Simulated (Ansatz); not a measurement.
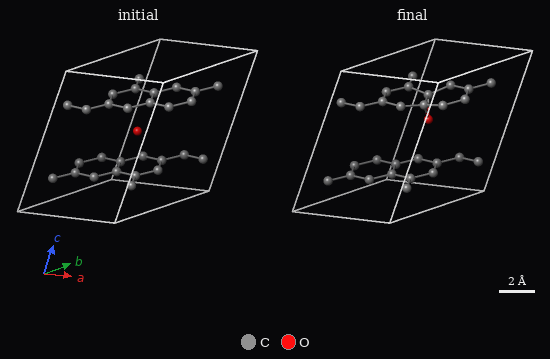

The structure of a defect cell of composition C₂₈O before (left) and after (right) a relaxation, at one scale.

The picture is a ball-and-stick view of the cell of the calculation, reduced to other axes (origin shifted), seen from a free direction. Lengths and directions refer to the drawn axes.

Case: O interstitial, charge +0, atoms relaxed.

Theory: Ansatz, DFT PBE, scalar-relativistic, plane waves, PAW. Set-up: plane-wave cutoff 420 eV; k-point mesh 4 × 4 × 4; occupations gaussian; smearing width 0.1 eV; no spin polarisation; atoms relaxed in a fixed cell; force threshold 0.02 eV/Å; at most 60 steps.

### Summarise the run.

Over 12 geometry steps the energy falls by 2.747 eV per cell of the calculation. Largest force component: 0.4 eV/Å at the start, 0.016 eV/Å at the end. The atom that moves furthest is the O atom (1.25 Å along [2 1 2]). Largest moves by element: O 1.25 Å, C 0.21 Å. The lattice vectors keep their values. Near-neighbour distances that change, for instance: C–O 2.477 → 1.463 Å, C–C 1.424 → 1.497 Å, C–C 1.424 → 1.462 Å, C–C 1.424 → 1.392 Å. New bonds form: C–O (2.47 → 1.46 Å), C–O (2.48 → 1.46 Å).

Limits of the set-up: the periodic images lie only 6.5 Å apart, so the values are limited by the cell's size.
